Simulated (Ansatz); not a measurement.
Geometry relaxation of Ge3Si13 (part 2 of 2)

Ge3Si13 (Cm, 16 atoms in the cell); DFT PBEsol, scalar-relativistic, plane waves, PAW, no spin polarisation (Ansatz 0.2.0); cutoff 420 eV, 6×6×6 k-mesh, Gaussian smearing of 0.02 eV. The structure was built on a prototype by a generator; it need not be a known phase.

Geometry of the input (Å; fractional positions):
```
0.0000  5.4704  5.4704
5.4704  0.0000  5.4704
5.4704  5.4704  0.0000
Ge 0.3750  0.3750  0.3750
Ge 0.3750  0.3750  0.8750
Si 0.3750  0.8750  0.3750
Si 0.3750  0.8750  0.8750
Si 0.8750  0.3750  0.3750
Si 0.8750  0.3750  0.8750
Si 0.8750  0.8750  0.3750
Si 0.8750  0.8750  0.8750
Si 0.2500  0.2500  0.2500
Si 0.2500  0.2500  0.7500
Ge 0.2500  0.7500  0.2500
Si 0.2500  0.7500  0.7500
Si 0.7500  0.2500  0.2500
Si 0.7500  0.2500  0.7500
Si 0.7500  0.7500  0.2500
Si 0.7500  0.7500  0.7500
```

### Output, continued
```
--- Per-component energies (eV) ---
  E_band       = -432.257448
  E_kinetic    = 858.219697
  E_local      = -9600.183713  (includes V_loc(G=0)·N_el)
  E_nonlocal   = 1600.272368
  E_hartree    = 4243.663729
  E_xc         = -935.728727
  E_vxc        = -803.060535  (∫ρ·V_xc dr)
  E_paw        = -12424.903350  (= ΣΔE_a)
  E_vpaw       = -974.833100  (= ΣTr[D̂ρ^β])
  E_aug_tail   = 0.000850  (compensation charges beyond the density's cutoff)
  E_ewald      = -4584.283956
  E_core_change = 3.164097  (= ΣΔE_core)
  E_smearing   = -0.000000  (= −TS)
  E_closure    = -0.000000  (closes the sum)
  Σ components = -20839.779004   (vs F -20839.779004, Δ=0.00e0)
--- Forces (eV/Å), atoms counted from 1 ---
  atom   1  Ge     0.00000479    -0.00000479     0.00018014
  atom   2  Ge     0.00003147    -0.00003147     0.00006668
  atom   3  Si    -0.00002646     0.00001813    -0.00000956
  atom   4  Si    -0.00001813     0.00002646    -0.00000956
  atom   5  Si    -0.00007279     0.00010001     0.00002483
  atom   6  Si    -0.00010001     0.00007279     0.00002483
  atom   7  Si     0.00000671    -0.00000671    -0.00013732
  atom   8  Si    -0.00002018     0.00002018     0.00005011
  atom   9  Si     0.00000064    -0.00010745    -0.00001233
  atom  10  Si     0.00010745    -0.00000064    -0.00001233
  atom  11  Ge    -0.00008802     0.00008802    -0.00006361
  atom  12  Si     0.00002110    -0.00002110    -0.00000889
  atom  13  Si     0.00006911    -0.00006911    -0.00004562
  atom  14  Si    -0.00005467     0.00005467     0.00000600
  atom  15  Si     0.00011495    -0.00002411    -0.00002676
  atom  16  Si     0.00002411    -0.00011495    -0.00002676
  max |Σ_I F_I| component: 1.55e-7 eV/Å
--- Stress (GPa, compression-positive) ---
        0.002638       0.000820      -0.000190
        0.000820       0.002638       0.000190
       -0.000190       0.000190       0.002416
  P = ⅓ Tr σ = 0.0026 GPa (0.026 kbar)
--- Band table (eV; the first three rows and the last of 68) ---
  k-point 0: bands = ["-17.6623", "-17.5711", "-17.5707", "-17.5400", "-17.5395", "-17.5393", "-17.5309", "-17.5308", "-17.5141", "-17.5138", "-17.5057", "-17.5041", "-17.4659", "-17.4658", "-17.4138", "-5.5178", "-3.4437", "-3.2643", "-3.1143", "-3.0351", "-1.6499", "-1.4970", "-1.4296", "-1.2430", "-1.2323", "-1.2308", "-0.5462", "-0.4701", "-0.3791", "-0.3443", "3.7053", "3.7254", "3.7297", "3.7364", "3.7463", "3.7638", "5.2894", "5.3420", "5.3564", "5.3953", "5.4198", "5.4436", "5.4751", "5.5460", "6.6479", "6.6662", "6.6710", "7.0480", "7.1078", "7.2241", "7.3328", "7.3579", "7.3982", "7.7146", "7.8470", "7.9886", "8.0848", "9.1506", "9.1578", "9.1915", "9.3472", "9.8414", "9.9403"]
  k-point 1: bands = ["-17.6623", "-17.5712", "-17.5708", "-17.5399", "-17.5394", "-17.5393", "-17.5309", "-17.5309", "-17.5141", "-17.5137", "-17.5057", "-17.5043", "-17.4659", "-17.4658", "-17.4138", "-5.4285", "-3.6268", "-3.2302", "-3.1598", "-3.0596", "-2.0547", "-1.9970", "-1.8803", "-0.8063", "-0.7409", "-0.6254", "-0.3697", "-0.3505", "-0.2701", "0.0795", "3.4061", "3.4136", "3.4162", "3.8051", "3.8064", "3.8253", "4.7589", "4.7955", "4.8049", "5.1861", "5.2112", "5.2371", "5.4733", "5.5176", "5.7215", "6.5112", "6.5247", "7.2449", "7.2620", "7.3807", "7.7514", "7.8850", "7.9678", "8.0452", "8.3929", "8.4410", "8.5390", "9.0688", "9.3771", "9.4117", "9.8287", "9.8973", "9.9080"]
  k-point 2: bands = ["-17.6623", "-17.5712", "-17.5708", "-17.5396", "-17.5394", "-17.5392", "-17.5310", "-17.5310", "-17.5140", "-17.5135", "-17.5057", "-17.5047", "-17.4659", "-17.4658", "-17.4138", "-5.1647", "-4.1737", "-3.1311", "-3.0974", "-2.9525", "-2.4957", "-2.4476", "-2.3471", "-0.3222", "-0.2286", "-0.1303", "-0.0231", "-0.0083", "0.0219", "1.1821", "2.9515", "2.9552", "2.9576", "3.7717", "3.7821", "3.7870", "4.0279", "4.0307", "4.0524", "4.1548", "4.8100", "4.8176", "4.8428", "5.6198", "5.6328", "6.1953", "6.2079", "7.5528", "7.5684", "7.6751", "8.0849", "8.5130", "8.5338", "8.6365", "8.7210", "9.2582", "9.2810", "9.3307", "9.8275", "9.8411", "10.1797", "10.2088", "10.6119"]
  k-point 67: bands = ["-17.6623", "-17.5712", "-17.5709", "-17.5400", "-17.5395", "-17.5393", "-17.5309", "-17.5308", "-17.5141", "-17.5138", "-17.5057", "-17.5040", "-17.4658", "-17.4657", "-17.4138", "-4.5725", "-4.3433", "-3.6762", "-3.4907", "-3.3935", "-3.3200", "-1.4784", "-1.2558", "-1.0905", "-1.0701", "0.8180", "0.9200", "1.0662", "1.1336", "2.7050", "2.7123", "2.7349", "2.7685", "2.7837", "2.8008", "2.8360", "2.8621", "2.8819", "3.1026", "4.6305", "4.6799", "4.7236", "4.8101", "5.1807", "5.2569", "5.3467", "5.3928", "7.5684", "7.7453", "8.8366", "8.8958", "9.0022", "9.1005", "9.6733", "9.7227", "10.7963", "10.8474", "10.8940", "10.9070", "11.2972", "11.3119", "11.3375", "11.3980"]
--- Relaxed structure (4 steps of the walk, 4 accepted, 1 SCFs on fresh bases) ---
  F+E_penalty+E_count = -20839.77900383 eV   max|allowed force component| = 1.802e-4 eV/Å   (the final SCF, on the basis selected at the relaxed cell)
  cell:  # Å, volume = 327.8181 Å³
    - [0.00043476404392623323, 5.47322639973456, 5.472723930726634]
    - [5.472491411633832, 0.0011697521446538107, 5.471988942625906]
    - [5.473661163778486, 5.473661163778486, 0.0]
  atoms:
    - { symbol: Ge, position: [0.37651948793024426, 0.3705402310493892, 0.3764701405101832] }
    - { symbol: Ge, position: [0.37513997213557904, 0.374946396666363, 0.8749568155990288] }
    - { symbol: Si, position: [0.37640170179367183, 0.876316093692648, 0.37640918297724724] }
    - { symbol: Si, position: [0.37640170179367194, 0.8763160936926478, 0.8708730215364325] }
    - { symbol: Si, position: [0.8749153378587775, 0.37492200276338644, 0.3751999019175608] }
    - { symbol: Si, position: [0.8749153378587775, 0.3749220027633865, 0.8749627574602749] }
    - { symbol: Si, position: [0.8708662449884182, 0.8763458197969475, 0.37639396760731714] }
    - { symbol: Si, position: [0.8749383636076339, 0.8751735603917224, 0.8749440380003218] }
    - { symbol: Si, position: [0.2472429753400697, 0.24731529857053824, 0.2526559420753017] }
    - { symbol: Si, position: [0.2472429753400696, 0.24731529857053847, 0.7527857840140904] }
    - { symbol: Ge, position: [0.2483991893055415, 0.7544915350299454, 0.24855463783225673] }
    - { symbol: Si, position: [0.24847138154538456, 0.7541231738973677, 0.7487027222786237] }
    - { symbol: Si, position: [0.754204704200332, 0.2484811834445172, 0.24865705617757528] }
    - { symbol: Si, position: [0.7540972860533507, 0.2485064252215578, 0.7486981443625459] }
    - { symbol: Si, position: [0.7501216701242395, 0.7501424422245222, 0.24987634694752503] }
    - { symbol: Si, position: [0.7501216701242395, 0.7501424422245222, 0.7498595407037135] }
```

### Trajectory as extended XYZ (Å, eV, eV/Å), 5 frames, from step=1 to step=5
```
16
Lattice="0.0000 5.4704 5.4704 5.4704 0.0000 5.4704 5.4704 5.4704 0.0000" Properties=species:S:1:pos:R:3:forces:R:3 step=1 energy=-20839.71967 pressure_GPa=0.14
Ge    4.1028    4.1028    4.1028   -0.2725   0.2725  -0.2962
Ge    6.8380    6.8380    4.1028    0.0001  -0.0001  -0.0238
Si    6.8380    4.1028    6.8380    0.2611   0.2179   0.2386
Si    9.5732    6.8380    6.8380   -0.2179  -0.2611   0.2386
Si    4.1028    6.8380    6.8380   -0.0224   0.0223  -0.0002
Si    6.8380    9.5732    6.8380   -0.0223   0.0224  -0.0002
Si    6.8380    6.8380    9.5732    0.2390  -0.2390  -0.2184
Si    9.5732    9.5732    9.5732    0.0002  -0.0002   0.0221
Si    2.7352    2.7352    2.7352   -0.0020   0.0192  -0.4741
Si    5.4704    5.4704    2.7352   -0.0192   0.0020  -0.4741
Ge    5.4704    2.7352    5.4704    0.2723  -0.2723   0.2727
Si    8.2056    5.4704    5.4704    0.2370  -0.2370   0.2594
Si    2.7352    5.4704    5.4704   -0.2388   0.2388   0.2178
Si    5.4704    8.2056    5.4704   -0.2373   0.2373   0.2368
Si    5.4704    5.4704    8.2056    0.0225  -0.0001   0.0005
Si    8.2056    8.2056    8.2056    0.0001  -0.0225   0.0005
16
Lattice="0.0003 5.4729 5.4724 5.4730 0.0002 5.4726 5.4732 5.4732 0.0000" Properties=species:S:1:pos:R:3:forces:R:3 step=2 energy=-20839.77794 pressure_GPa=-0.01
Ge    4.0887    4.1211    4.0906   -0.0014   0.0014  -0.0362
Ge    6.8412    6.8418    4.1074   -0.0048   0.0048  -0.0314
Si    6.8540    4.1228    6.8558    0.0399  -0.0391  -0.0019
Si    9.5602    6.8290    6.8558    0.0391  -0.0399  -0.0019
Si    4.1082    6.8390    6.8402   -0.0353   0.0459  -0.0077
Si    6.8440    9.5748    6.8402   -0.0459   0.0353  -0.0077
Si    6.8568    6.8262    9.5589    0.0010  -0.0010   0.0397
Si    9.5786    9.5776    9.5746    0.0062  -0.0062   0.0476
Si    2.7362    2.7335    2.7064    0.0016   0.0407  -0.0033
Si    5.4763    5.4736    2.7064   -0.0407  -0.0016  -0.0033
Ge    5.4898    2.7200    5.4885    0.0060  -0.0060  -0.0044
Si    8.2249    5.4581    5.4843    0.0066  -0.0066   0.0369
Si    2.7212    5.4886    5.4900   -0.0058   0.0058  -0.0462
Si    5.4582    8.2248    5.4869   -0.0078   0.0078  -0.0038
Si    5.4705    5.4731    8.2095    0.0421   0.0006   0.0118
Si    8.2099    8.2125    8.2095   -0.0006  -0.0421   0.0118
16
Lattice="0.0007 5.4734 5.4728 5.4726 0.0015 5.4720 5.4741 5.4741 0.0000" Properties=species:S:1:pos:R:3:forces:R:3 step=3 energy=-20839.77890 pressure_GPa=-0.00
Ge    4.0889    4.1222    4.0883    0.0004  -0.0004  -0.0014
Ge    6.8419    6.8433    4.1048   -0.0021   0.0021  -0.0003
Si    6.8563    4.1222    6.8551    0.0030  -0.0036   0.0007
Si    9.5630    6.8289    6.8551    0.0036  -0.0030   0.0007
Si    4.1063    6.8428    6.8399   -0.0012   0.0062  -0.0017
Si    6.8424    9.5788    6.8399   -0.0062   0.0012  -0.0017
Si    6.8569    6.8283    9.5612    0.0003  -0.0003   0.0037
Si    9.5794    9.5799    9.5769    0.0031  -0.0031   0.0075
Si    2.7367    2.7365    2.7065    0.0002   0.0031  -0.0010
Si    5.4746    5.4744    2.7065   -0.0031  -0.0002  -0.0010
Ge    5.4897    2.7214    5.4883    0.0017  -0.0017  -0.0036
Si    8.2255    5.4597    5.4864    0.0024  -0.0024   0.0000
Si    2.7217    5.4894    5.4878   -0.0025   0.0025  -0.0072
Si    5.4591    8.2261    5.4871   -0.0035   0.0035  -0.0033
Si    5.4733    5.4747    8.2098    0.0041   0.0004   0.0043
Si    8.2105    8.2119    8.2098   -0.0004  -0.0041   0.0043
16
Lattice="0.0004 5.4732 5.4727 5.4725 0.0012 5.4720 5.4737 5.4737 0.0000" Properties=species:S:1:pos:R:3:forces:R:3 step=4 energy=-20839.77892 pressure_GPa=0.00
Ge    4.0886    4.1219    4.0882    0.0000   0.0000   0.0002
Ge    6.8413    6.8429    4.1047    0.0000   0.0000   0.0001
Si    6.8561    4.1215    6.8551    0.0000   0.0000   0.0000
Si    9.5627    6.8280    6.8551    0.0000   0.0000   0.0000
Si    4.1059    6.8428    6.8397   -0.0001   0.0001   0.0000
Si    6.8414    9.5783    6.8397   -0.0001   0.0001   0.0000
Si    6.8564    6.8277    9.5614    0.0000   0.0000  -0.0001
Si    9.5789    9.5789    9.5772    0.0000   0.0000   0.0001
Si    2.7365    2.7365    2.7064    0.0000  -0.0001   0.0000
Si    5.4740    5.4740    2.7064    0.0001   0.0000   0.0000
Ge    5.4896    2.7209    5.4880   -0.0001   0.0001  -0.0001
Si    8.2252    5.4590    5.4864    0.0000   0.0000   0.0000
Si    2.7212    5.4893    5.4872    0.0001  -0.0001  -0.0001
Si    5.4584    8.2258    5.4868   -0.0001   0.0001   0.0000
Si    5.4732    5.4742    8.2100    0.0001   0.0000   0.0000
Si    8.2100    8.2109    8.2100    0.0000  -0.0001   0.0000
16
Lattice="0.0004 5.4732 5.4727 5.4725 0.0012 5.4720 5.4737 5.4737 0.0000" Properties=species:S:1:pos:R:3:forces:R:3 step=5 energy=-20839.77900 pressure_GPa=0.00
Ge    4.0886    4.1219    4.0882    0.0000   0.0000   0.0002
Ge    6.8413    6.8429    4.1047    0.0000   0.0000   0.0001
Si    6.8561    4.1215    6.8551    0.0000   0.0000   0.0000
Si    9.5627    6.8280    6.8551    0.0000   0.0000   0.0000
Si    4.1059    6.8428    6.8397   -0.0001   0.0001   0.0000
Si    6.8414    9.5783    6.8397   -0.0001   0.0001   0.0000
Si    6.8564    6.8277    9.5614    0.0000   0.0000  -0.0001
Si    9.5789    9.5789    9.5772    0.0000   0.0000   0.0001
Si    2.7365    2.7365    2.7064    0.0000  -0.0001   0.0000
Si    5.4740    5.4740    2.7064    0.0001   0.0000   0.0000
Ge    5.4896    2.7209    5.4880   -0.0001   0.0001  -0.0001
Si    8.2252    5.4590    5.4864    0.0000   0.0000   0.0000
Si    2.7212    5.4893    5.4872    0.0001  -0.0001   0.0000
Si    5.4584    8.2258    5.4868   -0.0001   0.0001   0.0000
Si    5.4732    5.4742    8.2100    0.0001   0.0000   0.0000
Si    8.2100    8.2109    8.2100    0.0000  -0.0001   0.0000
```

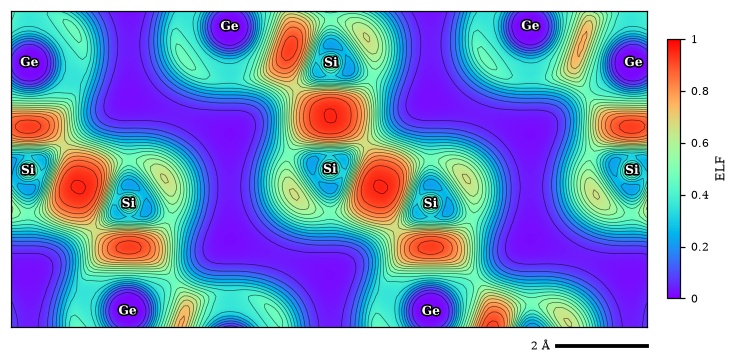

ELF on the (010) plane of the conventional cell. Atoms in the plane: Ge and Si. Si–Si (2.35 Å): the ELF peaks at about 0.95 between the atoms (localised, shared-pair bonding). Si–Ge (2.39 Å): the ELF peaks at about 0.90 between the atoms, which marks localised, shared-pair bonding. Core electrons are frozen (PAW), so the fields are smoothed inside the atomic spheres.

### Results in brief

```json
{"quantity": "outcome", "value": "converged"}
{"quantity": "space group (tolerance 0.01 Å)", "value": "Cm (8)"}
{"quantity": "electrons treated", "value": "94"}
{"quantity": "free energy", "value": "−20839.7790 eV"}
{"quantity": "Fermi energy", "value": "6.860 eV"}
{"quantity": "gap on the k-point mesh", "value": "0.38 eV"}
{"quantity": "pressure", "value": "0.00 GPa"}
{"quantity": "final volume", "value": "327.82 Å³"}
{"quantity": "largest force (length of the vector) at the end", "value": "under 0.001 eV/Å"}
{"quantity": "final cell", "value": "a = 7.740 Å, b = 7.739 Å, c = 7.741 Å, α = 59.99°, β = 60.00°, γ = 59.99°"}
{"quantity": "wall time", "value": "4.4 min (CPU time 18 min)"}
{"quantity": "peak memory", "value": "1.4 GiB"}
```
